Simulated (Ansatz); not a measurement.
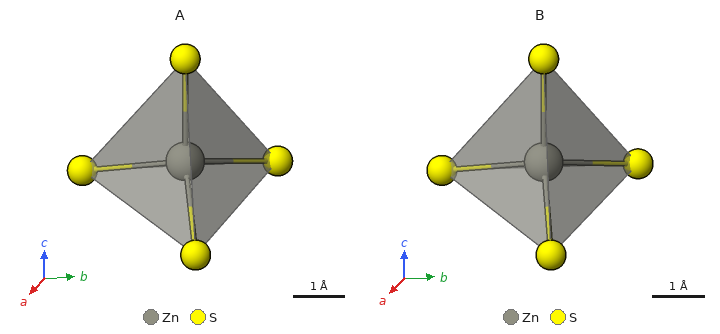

Coordination polyhedra in ZnS (P6_3mc). Continuous shape measures are computed against ideal polyhedra (0 is ideal; above about 3 the distortion is strong). Origin: the end point of a relaxation with Ansatz 0.2.0, DFT PBE, scalar-relativistic, plane waves, PAW.

Name each polyhedron.

Answer. A. Zn2 site, ZnS4: an essentially ideal tetrahedron (coordination number 4, S = 0.00; next best see-saw, S = 9.8); mean bond 2.36 Å.
B. Zn1 site, ZnS4: an essentially ideal tetrahedron (coordination number 4, S = 0.00; next best see-saw, S = 9.8); mean bond 2.36 Å.
